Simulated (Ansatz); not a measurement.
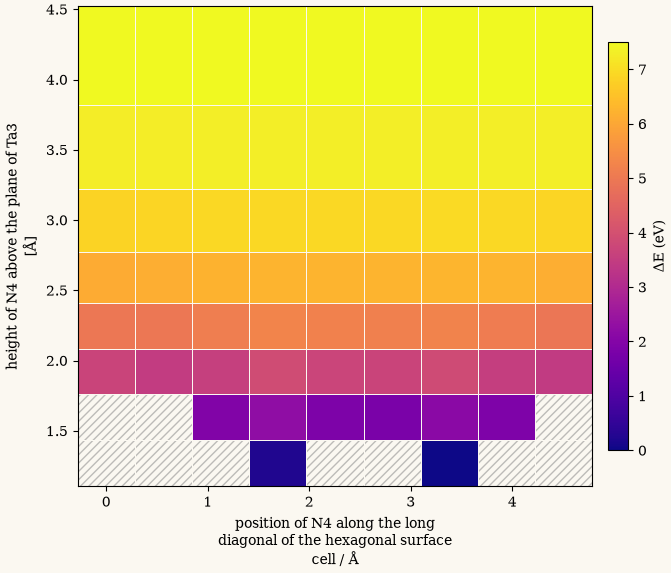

Energy landscape of N on a Ta(111) slab cut from the Fm-3m phase, its upper half relaxed before the scan (3 atoms of substrate and one adsorbate in a 1 × 1 cell). N is moved along a line over the surface and along the normal, above a rigid substrate. Coordinates scanned: (1) position of N4 along the long diagonal of the hexagonal surface cell, from above Ta3; (2) height of N4 above the plane of Ta3. The scan uses a 9 × 8 grid. At 10 points there is no value (left out of the scan, as a rule where atoms come close). Points are written as (first, second). Energies are in eV, from the lowest grid point. Energies and slopes of some neighbouring points disagree (a jump in structure or state, or too coarse a mesh). All numbers below come from Ansatz 0.2.0, DFT LDA, scalar-relativistic, plane waves, PAW. Settings: cutoff 420 eV, k-mesh 9×9×1, gaussian smearing 0.1 eV, spin-polarised.

The picture shows one coloured cell a grid point, hatched blanks where no value was computed. 

What does the map say about the system?

The lowest grid point is at (3.38 Å, 1.27 Å) [nearest 3 Ta at 2.11 Å]. It lies at the edge of the scanned range, so the true minimum may lie outside. The highest grid point, (3.38 Å, 4.17 Å), lies 7.5 eV above the lowest.

The whole map (62 points run) took 43 min on 1 thread of Arm Neoverse V2, with other jobs on the host.

PAW datasets: the set soft_1.
